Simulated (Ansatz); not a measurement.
The Ansatz input:

```yaml
crystal:
  lattice:
    - [1.765105025, -6.759281535, 0.0]
    - [1.765105025, 6.759281535, 0.0]
    - [0.0, 0.0, 3.56517397]
  atoms:
    - { symbol: Ti, position: [0.10311808, 0.89688192, 0.25] }
    - { symbol: Ti, position: [0.89688192, 0.10311808, 0.75] }
    - { symbol: Si, position: [0.75031482, 0.24968518, 0.25] }
    - { symbol: Si, position: [0.24968518, 0.75031482, 0.75] }
    - { symbol: Si, position: [0.44174855, 0.55825145, 0.25] }
    - { symbol: Si, position: [0.55825145, 0.44174855, 0.75] }
hamiltonian:
  xc: pbesol
  pseudopotentials: { kind: paw }
kpoints:
  mp_grid: { grid: [8, 8, 8] }
scf:
  occupations: { method: fermi_dirac, width: 0.05 }
  n_extra_bands: 15
output:
  forces: true
  stress: true
  eigenvalues: true
  dos: { projected: true, de: 0.05, nscf_kmesh: { grid: [12, 12, 12] } }
  write_density: true
  write_potential: true
  elf: true
  volumetric_format: npy
```

System: TiSi$_{2}$, space group Cmcm (No. 63), 6 atoms in the primitive cell.

Computed with Ansatz: PBEsol, Ansatz PAW, no spin polarisation, no spin-orbit coupling, 8×8×8 k mesh in the self-consistent step, 420 eV cutoff, Fermi-Dirac smearing of 0.05 eV.

What will the density of states look like?

It is a metal. The density of states at the Fermi level is about 1.6 per eV and cell (mean within 0.25 eV), or 0.26 per atom. By projected weight, the states within 0.3 eV of the Fermi level are Ti d (76 %) and Si p (21 %). The tallest peak in the window is at 1.7 eV.

The density of states comes from the program's own step for it, whose mesh and broadening can differ from those of the self-consistent step. The PAW data sets were made with another functional. The cell comes from a database of computed structures, and whether it is the stable form of this composition wasn't checked.

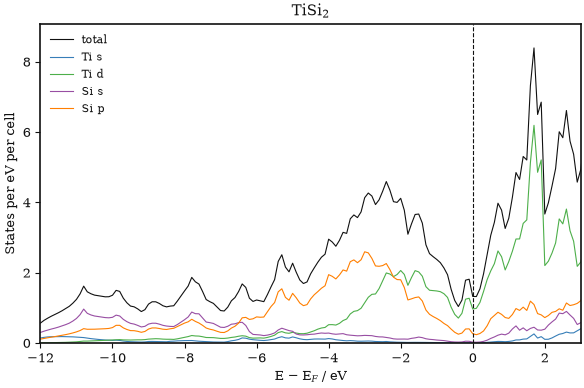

Density of states. Energies are counted from the Fermi level. The partial curves are projected on Löwdin-orthogonalised atomic shells.
